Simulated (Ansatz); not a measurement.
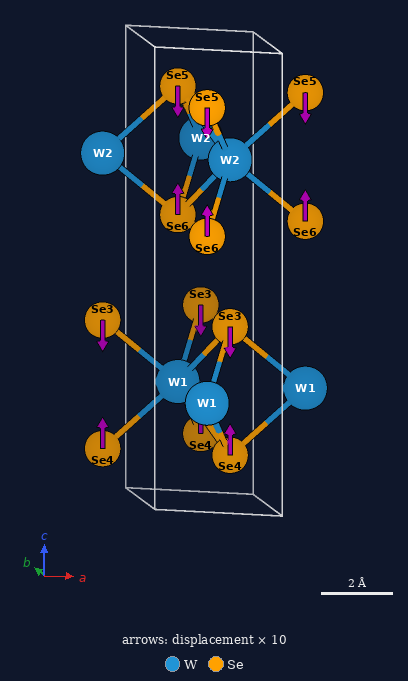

This is a relaxation of crystalline WSe₂ (built on the 2H (MoS2) bulk type). The starting structure is drawn; purple arrows show the displacements (the part carried along by the change of the cell is left out), magnified 10 times.

A ball-and-stick model of the cell of the calculation, seen slightly off an axis.

Method: DFT, PBE-D3(BJ), plane waves, PAW (Ansatz 0.2.0). Settings: plane-wave cutoff 420 eV; k-point mesh 12 × 12 × 2; occupations fermi dirac; smearing width 0.02 eV; no spin polarisation; cell and atoms relaxed; force threshold 0.005 eV/Å.

Q: Atoms of which element are displaced furthest, and by how much?

A: Selenium: up to 0.094 Å, against 0.000 Å for tungsten.

Q: What happened in the run?

A: The largest moves relative to the cell, 0.094 Å, are those of Se3, Se4, Se5 and Se6. Se4 goes along +c. W stays in place. The drawn cell changes as follows: a = b 3.809 → 3.279 Å (−13.9 %), c 13.378 → 12.791 Å (−4.4 %); the volume changes by −29.1 %. Some distances before and after: Se3–Se3 3.809 → 3.279 Å, W1–Se3 2.880 → 2.534 Å. Among the angles between lasting bonds that change: Se3–W1–Se4 80.4° → 83.3°, W1–Se3–W1 82.8° → 80.6°, Se3–W1–Se3 82.8° → 80.6°. The space group stays P6_3/mmc (No. 194). Over 6 accepted moves (7 points after the start) the energy falls by 943 meV per atom. The largest force component goes from 3.2 to 0.0015 eV/Å. The pressure goes from −23.85 to 0.01 GPa. At 1 point the geometry stayed and the basis and grid were re-selected for the new cell (energy shift of 0.7 meV per atom at most each time).
